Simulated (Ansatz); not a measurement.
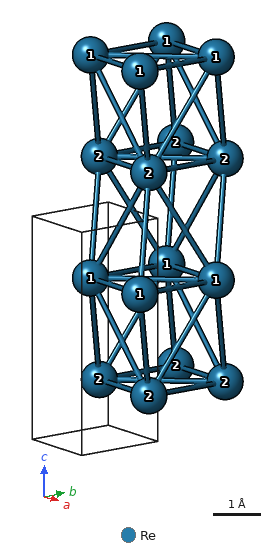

The starting point is a symmetric starting cell of Re (made from another compound by putting Re in place of Ta). A ball-and-stick model of the cell of the calculation, repeated 2 × 2 × 2 with one cell outlined, seen slightly off an axis.

All numbers below come from DFT PBE, scalar-relativistic, plane waves, PAW in Ansatz. Settings: plane-wave cutoff 420 eV; k-point mesh 18 × 18 × 10; occupations gaussian; smearing width 0.1 eV; no spin polarisation.

Now this is done to it. The cell is strained by −1.8 % along c and −0.3 % across it (volume −2.5 %), the atoms keeping their fractional coordinates. No relaxation follows. The starting cell wasn't computed here and needn't be at equilibrium, so pressure and forces aren't due to the change alone.

### What does the calculation give for the changed structure?

The pressure is 3.8 GPa (not all of it need come from the change, since the unchanged cell can be under pressure at this level too). The principal stresses (compression positive) are −22.4 GPa along c and 16.9 GPa across it. All forces vanish by symmetry. Near-neighbour distances before and after: Re–Re 2.872 → 2.832 Å, Re–Re 2.706 → 2.697 Å. The space group stays P6_3/mmc (No. 194).

The changed structure in the same view:

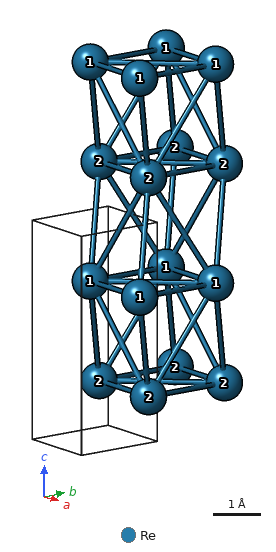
